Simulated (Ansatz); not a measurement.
**Run report: Mo, geometry relaxation (part 3 of 3)**

The same run, continued: Mo (slab, 16 atoms in the cell); DFT PBE+D3(BJ), scalar-relativistic, plane waves, PAW, no spin polarisation (Ansatz 0.2.0); cutoff 420 eV, 6×6×1 k-mesh, Gaussian smearing of 0.1 eV. The structure derives from an entry of the Crystallography Open Database. The input holds or restrains some coordinates. Forces given for the steps count only the free coordinates. It belongs to a series of runs on one base structure; here: clean slab, lower half held.

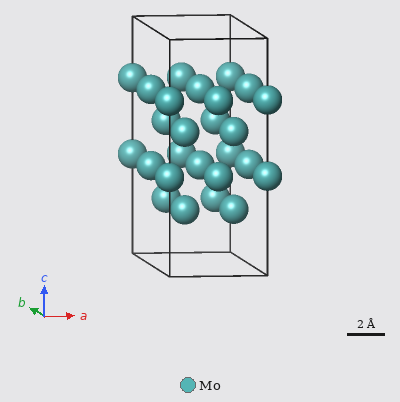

The geometry at step 3 of the log (spheres-only view of the cell of the calculation, with the vacuum cut short, seen slightly off an axis).

**Trajectory as extended XYZ (Å, eV, eV/Å), 5 frames, from step=1 to step=5**
```
16
Lattice="5.4217 0.0000 0.0000 -1.8072 5.1116 0.0000 0.0000 0.0000 23.6402" Properties=species:S:1:pos:R:3:forces:R:3 step=1 energy=-79295.05360
Mo    0.9036    1.2779    8.5000    0.0000   0.0000   0.4879
Mo    0.0000    3.8337    8.5000    0.0000   0.0000   0.4879
Mo    3.6145    1.2779    8.5000    0.0000   0.0000   0.4879
Mo    2.7108    3.8337    8.5000    0.0000   0.0000   0.4879
Mo    1.8072    2.5558   10.7134    0.0000   0.0000  -0.5245
Mo    2.7108    0.0000   10.7134    0.0000   0.0000  -0.5245
Mo   -0.9036    2.5558   10.7134    0.0000   0.0000  -0.5245
Mo    0.0000    0.0000   10.7134    0.0000   0.0000  -0.5245
Mo    2.7108    3.8337   12.9268    0.0000   0.0000   0.5245
Mo    3.6145    1.2779   12.9268    0.0000   0.0000   0.5245
Mo    0.0000    3.8337   12.9268    0.0000   0.0000   0.5245
Mo    0.9036    1.2779   12.9268    0.0000   0.0000   0.5245
Mo    0.0000    0.0000   15.1402    0.0000   0.0000  -0.4879
Mo   -0.9036    2.5558   15.1402    0.0000   0.0000  -0.4879
Mo    2.7108    0.0000   15.1402    0.0000   0.0000  -0.4879
Mo    1.8072    2.5558   15.1402    0.0000   0.0000  -0.4879
16
Lattice="5.4217 0.0000 0.0000 -1.8072 5.1116 0.0000 0.0000 0.0000 23.6402" Properties=species:S:1:pos:R:3:forces:R:3 step=2 energy=-79295.00650 accepted=F
Mo    0.9036    1.2779    8.5000    0.0000   0.0000   0.4286
Mo    0.0000    3.8337    8.5000    0.0000   0.0000   0.4286
Mo    3.6145    1.2779    8.5000    0.0000   0.0000   0.4286
Mo    2.7108    3.8337    8.5000    0.0000   0.0000   0.4286
Mo    1.8072    2.5558   10.7134    0.0000   0.0000  -0.4853
Mo    2.7108    0.0000   10.7134    0.0000   0.0000  -0.4853
Mo   -0.9036    2.5558   10.7134    0.0000   0.0000  -0.4853
Mo    0.0000    0.0000   10.7134    0.0000   0.0000  -0.4853
Mo    2.7108    3.8337   12.9427    0.0000   0.0000  -0.6685
Mo    3.6145    1.2779   12.9427    0.0000   0.0000  -0.6685
Mo    0.0000    3.8337   12.9427    0.0000   0.0000  -0.6685
Mo    0.9036    1.2779   12.9427    0.0000   0.0000  -0.6685
Mo    0.0000    0.0000   15.0015    0.0000   0.0000   0.7255
Mo   -0.9036    2.5558   15.0015    0.0000   0.0000   0.7255
Mo    2.7108    0.0000   15.0015    0.0000   0.0000   0.7255
Mo    1.8072    2.5558   15.0015    0.0000   0.0000   0.7255
16
Lattice="5.4217 0.0000 0.0000 -1.8072 5.1116 0.0000 0.0000 0.0000 23.6402" Properties=species:S:1:pos:R:3:forces:R:3 step=3 energy=-79295.12061
Mo    0.9036    1.2779    8.5000    0.0000   0.0000   0.4645
Mo    0.0000    3.8337    8.5000    0.0000   0.0000   0.4645
Mo    3.6145    1.2779    8.5000    0.0000   0.0000   0.4645
Mo    2.7108    3.8337    8.5000    0.0000   0.0000   0.4645
Mo    1.8072    2.5558   10.7134    0.0000   0.0000  -0.4331
Mo    2.7108    0.0000   10.7134    0.0000   0.0000  -0.4331
Mo   -0.9036    2.5558   10.7134    0.0000   0.0000  -0.4331
Mo    0.0000    0.0000   10.7134    0.0000   0.0000  -0.4331
Mo    2.7108    3.8337   12.9450    0.0000   0.0000  -0.1494
Mo    3.6145    1.2779   12.9450    0.0000   0.0000  -0.1494
Mo    0.0000    3.8337   12.9450    0.0000   0.0000  -0.1494
Mo    0.9036    1.2779   12.9450    0.0000   0.0000  -0.1494
Mo    0.0000    0.0000   15.0727    0.0000   0.0000   0.1180
Mo   -0.9036    2.5558   15.0727    0.0000   0.0000   0.1180
Mo    2.7108    0.0000   15.0727    0.0000   0.0000   0.1180
Mo    1.8072    2.5558   15.0727    0.0000   0.0000   0.1180
16
Lattice="5.4217 0.0000 0.0000 -1.8072 5.1116 0.0000 0.0000 0.0000 23.6402" Properties=species:S:1:pos:R:3:forces:R:3 step=4 energy=-79295.12462
Mo    0.9036    1.2779    8.5000    0.0000   0.0000   0.4646
Mo    0.0000    3.8337    8.5000    0.0000   0.0000   0.4646
Mo    3.6145    1.2779    8.5000    0.0000   0.0000   0.4646
Mo    2.7108    3.8337    8.5000    0.0000   0.0000   0.4646
Mo    1.8072    2.5558   10.7134    0.0000   0.0000  -0.4773
Mo    2.7108    0.0000   10.7134    0.0000   0.0000  -0.4773
Mo   -0.9036    2.5558   10.7134    0.0000   0.0000  -0.4773
Mo    0.0000    0.0000   10.7134    0.0000   0.0000  -0.4773
Mo    2.7108    3.8337   12.9374    0.0000   0.0000   0.0077
Mo    3.6145    1.2779   12.9374    0.0000   0.0000   0.0077
Mo    0.0000    3.8337   12.9374    0.0000   0.0000   0.0077
Mo    0.9036    1.2779   12.9374    0.0000   0.0000   0.0077
Mo    0.0000    0.0000   15.0803    0.0000   0.0000   0.0046
Mo   -0.9036    2.5558   15.0803    0.0000   0.0000   0.0046
Mo    2.7108    0.0000   15.0803    0.0000   0.0000   0.0046
Mo    1.8072    2.5558   15.0803    0.0000   0.0000   0.0046
16
Lattice="5.4217 0.0000 0.0000 -1.8072 5.1116 0.0000 0.0000 0.0000 23.6402" Properties=species:S:1:pos:R:3:forces:R:3 step=5 energy=-79295.12462
Mo    0.9036    1.2779    8.5000    0.0000   0.0000   0.4647
Mo    0.0000    3.8337    8.5000    0.0000   0.0000   0.4647
Mo    3.6145    1.2779    8.5000    0.0000   0.0000   0.4647
Mo    2.7108    3.8337    8.5000    0.0000   0.0000   0.4647
Mo    1.8072    2.5558   10.7134    0.0000   0.0000  -0.4774
Mo    2.7108    0.0000   10.7134    0.0000   0.0000  -0.4774
Mo   -0.9036    2.5558   10.7134    0.0000   0.0000  -0.4774
Mo    0.0000    0.0000   10.7134    0.0000   0.0000  -0.4774
Mo    2.7108    3.8337   12.9374    0.0000   0.0000   0.0079
Mo    3.6145    1.2779   12.9374    0.0000   0.0000   0.0079
Mo    0.0000    3.8337   12.9374    0.0000   0.0000   0.0079
Mo    0.9036    1.2779   12.9374    0.0000   0.0000   0.0079
Mo    0.0000    0.0000   15.0803    0.0000   0.0000   0.0047
Mo   -0.9036    2.5558   15.0803    0.0000   0.0000   0.0047
Mo    2.7108    0.0000   15.0803    0.0000   0.0000   0.0047
Mo    1.8072    2.5558   15.0803    0.0000   0.0000   0.0047
```

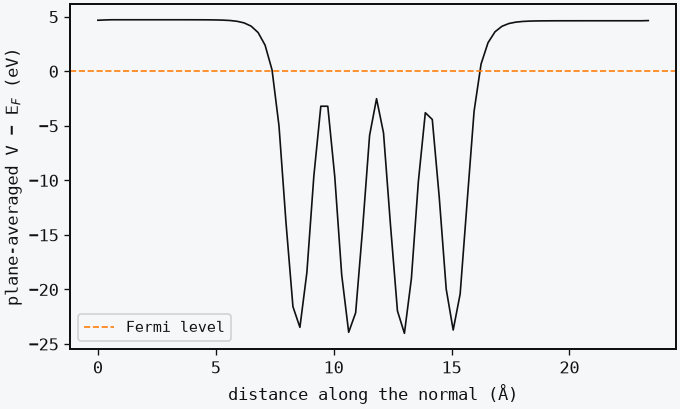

Plane average of the electrostatic potential energy of an electron across the cell, from the Fermi level. The vacuum level lies 4.63 eV above the Fermi level on the upper side and 4.72 eV on the lower.

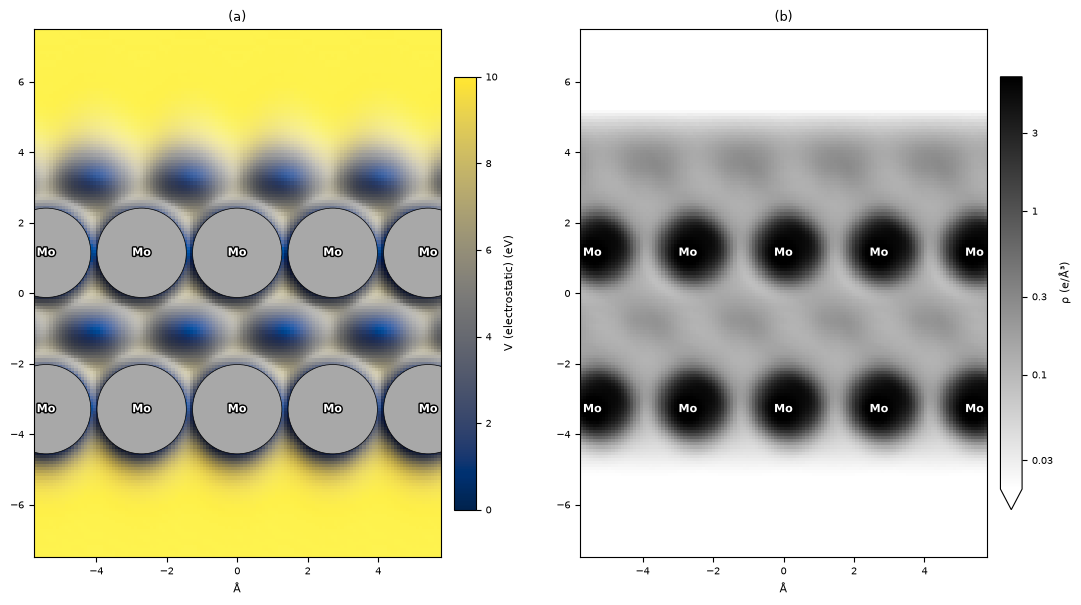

(a) electrostatic potential (local pseudopotential plus Hartree) felt by an electron; (b) valence pseudo-density on the (100) plane of the calculation cell, a cut from vacuum to vacuum. Grey discs, where drawn, cover atomic cores. The section cuts through Mo sites. Mo–Mo (2.71 Å): the density is about 0.39 e/Å³ at the midpoint. The density dies away to nearly zero in the vacuum. The fields are those of the smooth PAW valence density.

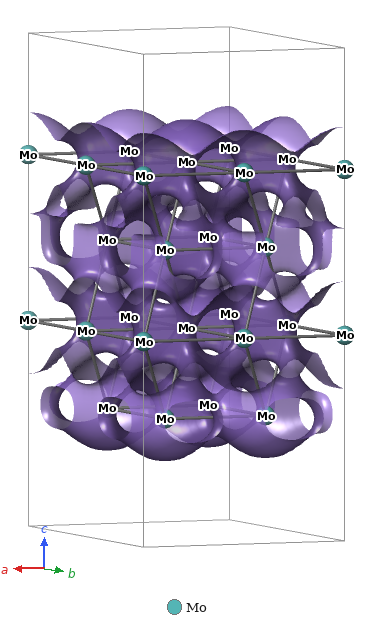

Isosurface of the valence pseudo-density at 0.3 e/Å³ (purple), seen at an oblique angle. Sticks mark near contacts. At this value the density is joined into sheets; it holds about 90 % of the electrons treated as valence (semicore included). On the grid the lowest density along these lines, outside the cores, is 0.44 e/Å³ (Mo–Mo, 2.65 Å) and 0.39 e/Å³ (Mo–Mo, 2.71 Å).

The run was set up as follows.

**Input file**
```yaml
crystal:
  lattice:
    - [5.421694613, 0.0, 0.0]
    - [-1.8072315377, 5.1116227018, 0.0]
    - [0.0, 0.0, 23.6401926715]
  atoms:
    - { symbol: Mo, position: [0.25, 0.25, 0.3595571372] }
    - { symbol: Mo, position: [0.25, 0.75, 0.3595571372] }
    - { symbol: Mo, position: [0.75, 0.25, 0.3595571372] }
    - { symbol: Mo, position: [0.75, 0.75, 0.3595571372] }
    - { symbol: Mo, position: [0.5, 0.5, 0.4531857124] }
    - { symbol: Mo, position: [0.5, 0.0, 0.4531857124] }
    - { symbol: Mo, position: [0.0, 0.5, 0.4531857124] }
    - { symbol: Mo, position: [0.0, 0.0, 0.4531857124] }
    - { symbol: Mo, position: [0.75, 0.75, 0.5468142876] }
    - { symbol: Mo, position: [0.75, 0.25, 0.5468142876] }
    - { symbol: Mo, position: [0.25, 0.75, 0.5468142876] }
    - { symbol: Mo, position: [0.25, 0.25, 0.5468142876] }
    - { symbol: Mo, position: [0.0, 0.0, 0.6404428628] }
    - { symbol: Mo, position: [0.0, 0.5, 0.6404428628] }
    - { symbol: Mo, position: [0.5, 0.0, 0.6404428628] }
    - { symbol: Mo, position: [0.5, 0.5, 0.6404428628] }
basis:
  ecutwfc: 420
kpoints:
  mp_grid: { grid: [6, 6, 1] }
hamiltonian:
  xc: pbe
  dispersion: d3bj
scf:
  occupations: { method: gaussian, width: 0.1 }
output:
  forces: true
  eigenvalues: true
  write_density: true
  write_potential: true
  elf: true
  volumetric_format: npy
relax:
  adjacent_minimum: "off"
  f_tol: 0.03
  max_steps: 70
  constraints: [{ sites: [0, 1, 2, 3, 4, 5, 6, 7] }]
efield:
  axis: 3
  dipole_correction: true
  ramp_width: 0.04
```

Run as:
```bash
ansatz run input.yaml --threads 2 --pin off --max-ram 5120MiB --backend cpu --events-out ev --progress --plain --runs-dir out
```

**Key numbers**

| quantity | value |
| --- | --- |
| outcome | converged under the restraints of the input |
| electrons treated | 224 |
| free energy | −79295.1246 eV |
| work function, top face | 4.63 eV |
| work function, bottom face | 4.72 eV |
| Fermi energy | 5.270 eV |
| gap on the k-point mesh | none (metallic) |
| final volume | 655.16 Å³ |
| work function (upper face) | 4.63 eV |
| largest force (length of the vector) at the end, held atoms and coordinates included | 0.477 eV/Å |
| hardware | 2 threads of Intel Xeon @ 2.50GHz (Skylake/Cascade Lake), 192 GiB of memory available, shared host |
| wall time | 5.2 min (CPU time 10 min) |
| peak memory | 1.7 GiB |

Warnings of the run: the exchange-correlation potential is rough where the density is thin.
